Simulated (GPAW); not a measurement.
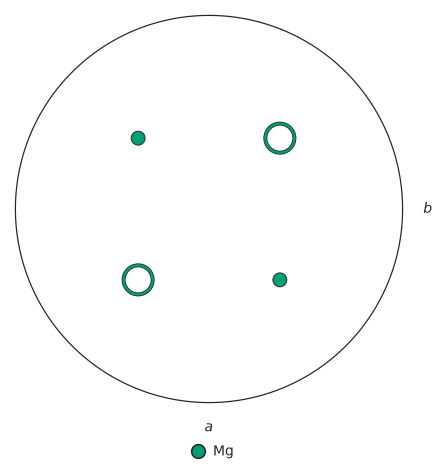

For MgTe, a cell listed in the Materials Project, as set up for an electronic-structure calculation: directions from one tellurium atom at (1/4, 1/4, 3/4) to its bonded neighbours, in stereographic projection down c (filled: above the plane of the page or in it, open: below). Symmetry computed with spglib at a tolerance of 0.002 Å; standard conventional cell.

Neighbours are counted up to 3.40 Å for Mg.

```
Te Mg
1.0
     6.46400    0.00000    0.00000
     0.00000    6.46400    0.00000
     0.00000    0.00000    6.46400
Te Mg
4 4
Direct
  0.25000 0.25000 0.75000
  0.25000 0.75000 0.25000
  0.75000 0.25000 0.25000
  0.75000 0.75000 0.75000
  0.00000 0.00000 0.00000
  0.00000 0.50000 0.50000
  0.50000 0.00000 0.50000
  0.50000 0.50000 0.00000
```

Q: How many neighbours are there, and at what angles?

A: 4: 4 Mg at 2.80 Å. Angles between bonds: 109° (6×).

Q: What is the site's symmetry in the crystal?

A: Point group -43m (Td), order 24: three −4 axes, four threefold axes, six mirror planes. In F-43m (No. 216) this is Wyckoff position 4d.
